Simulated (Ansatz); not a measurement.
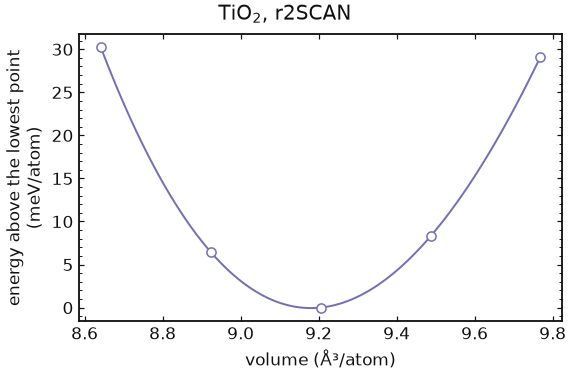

The plot gives the computed energy above the lowest point against volume for TiO₂, space group Fm-3m (No. 225) (one of a set of cubic test structures, which need not be the stable phase).

How it was computed, with Ansatz 0.2.0 development build: equation of state of a cubic crystal from periodic Kohn-Sham density functional theory without spin, third-order Birch-Murnaghan fit to the free energies; pressure corrected for the finite basis. Level: r2SCAN.

structure type fluorite; atoms in cell 3; space group number 225; lattice centring face-centred primitive; k mesh 12×12×12; occupation method Fermi–Dirac; occupation width 0.1 eV; wave cutoff 700 eV; datasets hard PAW; density tolerance 1e−09 eV; bands 16; density cutoff ratio 4; search for lower states default; xc grid level 2.

From this curve and the settings, what does the calculation give for the pressure at the same points?

The pressure falls from 19.0 GPa at volume 8.6416 Å³/atom to −15.1 GPa at 9.7688 Å³/atom, and changes sign near 9.18 Å³/atom.

```json
{"volume (Å³/atom)": "8.6416", "pressure (GPa)": "19.0"}
{"volume (Å³/atom)": "8.9234", "pressure (GPa)": "8.3"}
{"volume (Å³/atom)": "9.2052", "pressure (GPa)": "-0.7"}
{"volume (Å³/atom)": "9.4870", "pressure (GPa)": "-8.5"}
{"volume (Å³/atom)": "9.7688", "pressure (GPa)": "-15.1"}
```

Note: cubic model structure, not the ambient form; pseudopotentials made with PBE, not this functional.
